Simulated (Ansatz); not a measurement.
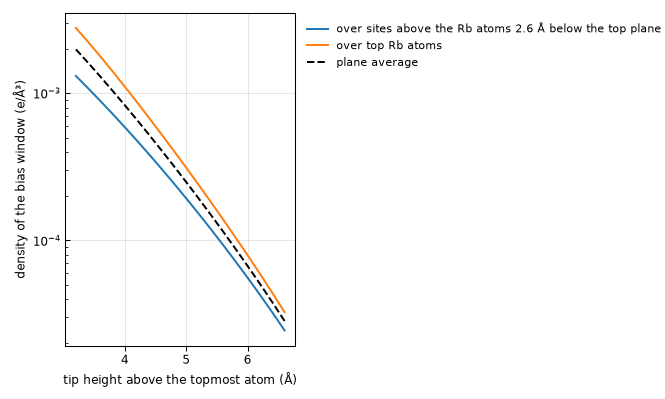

Approach curves over Rb(110) (Fm-3m bulk, the cell from a database of computed structures, not from a measurement, 5 atomic planes (those closer than 0.6 Å count as one), 10 Å) at a sample bias of +1.00 V.

Model: Tersoff–Hamann, s-wave tip, no tip–sample forces. Bias windows are sharp sums over the levels of the k mesh.

The calculation used DFT PBE, scalar-relativistic, plane waves, PAW in Ansatz 0.2.0. Cutoff 420 eV, 17 × 12 k-points, Gaussian smearing 0.1 eV, dipole correction. The slab is a cut without reconstruction beyond its cell, at the source's lattice constants, with its lower half held fixed and the rest relaxed. This isn't the element's usual bcc form. No spin polarisation. The run warns that the functional's potential is rough in the thin density of the vacuum, where the tip is; weak contrasts and barriers may feel it.

Input file:

```yaml
crystal:
  lattice:
    - [5.14757427, 0.0, 0.0]
    - [0.0, 7.27976934, 0.0]
    - [0.0, 0.0, 27.2951484817]
  atoms:
    - { symbol: Rb, position: [0.5, 0.5, 0.3114106525] }
    - { symbol: Rb, position: [0.0, 0.0, 0.4057053211] }
    - { symbol: Rb, position: [0.5, 0.5, 0.5] }
    - { symbol: Rb, position: [0.0, 0.0, 0.5942946789] }
    - { symbol: Rb, position: [0.5, 0.5, 0.6885893475] }
basis:
  ecutwfc: 420.0
  fft_grid_basis: typed
kpoints:
  mp_grid: { grid: [17, 12, 1] }
hamiltonian:
  xc: pbe
  pseudopotentials: { kind: paw }
scf:
  occupations: { method: gaussian, width: 0.1 }
output:
  forces: true
  eigenvalues: true
  band_densities:
    - { e_range: [-2.0, -1.0] }
    - { e_range: [-1.0, -0.5] }
    - { e_range: [-0.5, -0.25] }
    - { e_range: [-0.25, 0.0] }
    - { e_range: [0.0, 0.25] }
    - { e_range: [0.25, 0.5] }
    - { e_range: [0.5, 1.0] }
  band_residual_tolerance: 1.0e-05
  write_potential: true
  elf: true
  write_density: true
  volumetric_format: npy
efield:
  axis: 3
  dipole_correction: true
  ramp_width: 0.04
checkpoint:
  read: start.run
  write: ck
  compress: false
  write_wavefunctions: false
  write_every: 100000
```

Run with:

```sh
ansatz run input.yaml --threads 1 --pin off --max-ram 2211MiB --backend cpu --events-out ev --progress --plain --runs-dir out
```

This last single point, started from the relaxation's saved density, took 8.6 min on 1 thread of Arm Neoverse V1, with other jobs on the host, peak memory 1.8 GiB.

Question: How fast does the current decay, and what apparent barrier height does that imply?

Answer: Near 4 Å the plane average falls as exp(−1.15 z/Å), a factor of 3.2 per ångström, which gives an apparent barrier of 1.3 eV (0.952 eV Å² times the slope squared). The vacuum level lies 2.16 eV above zero bias. The upper edge of the window lies 1.16 eV under it. The curve is still bending at 4 Å, since the potential hasn't yet risen to the vacuum level: further out the slope reaches 1.41 per Å, an apparent barrier of 1.9 eV. That far value is above 1.16 eV. At 4 Å the 0.50 eV of states nearest the upper edge carry 68 % of the density.
